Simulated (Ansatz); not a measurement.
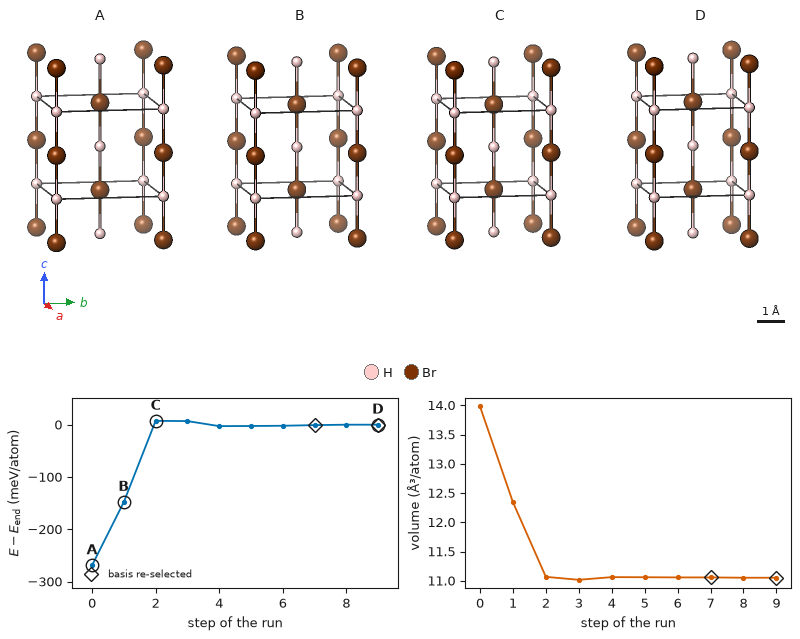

Frames of a relaxation of solid HBr (set up in I4/mmm), marked on the history of the run. The picture is a ball-and-stick view of the conventional cell (2 times the calculation's cell), seen slightly off an axis. Lengths and directions refer to the drawn axes.

Case: relaxed at 25 GPa.

Computed with DFT LDA, scalar-relativistic, plane waves, PAW (Ansatz). Settings: plane-wave cutoff 420 eV; k-point mesh 16 × 16 × 16; occupations fermi dirac; smearing width 0.15 eV; target pressure 25 GPa; no spin polarisation; cell and atoms relaxed; force threshold 0.001 eV/Å; at most 60 steps.

What happens along the run?

Answer. The energy rises by 269 meV per atom in 7 accepted moves (9 points after the start). With the target pressure of 25 GPa, the enthalpy E + pV changes by −188 meV per atom. All forces vanish by symmetry, so only the cell relaxes. Pressure: 8.00 GPa at the start and 25.00 GPa at the end. At 2 points the geometry stayed and the basis and grid were re-selected for the new cell (energy shift of 1.2 meV per atom at most each time). The atoms keep their places relative to the cell (all moves are under 0.005 Å). The volume changes by −20.9 %, with a = b 4.100 → 3.645 Å (−11.1 %), c 3.326 → 3.327 Å (0.0 %). The space group stays I4/mmm (No. 139). From step 0 to 1: volume −11.7 %, energy +121 meV per atom. From step 1 to 2: volume −10.3 %, energy +155 meV per atom. From step 2 to 9: volume −0.1 %, energy −7.3 meV per atom.
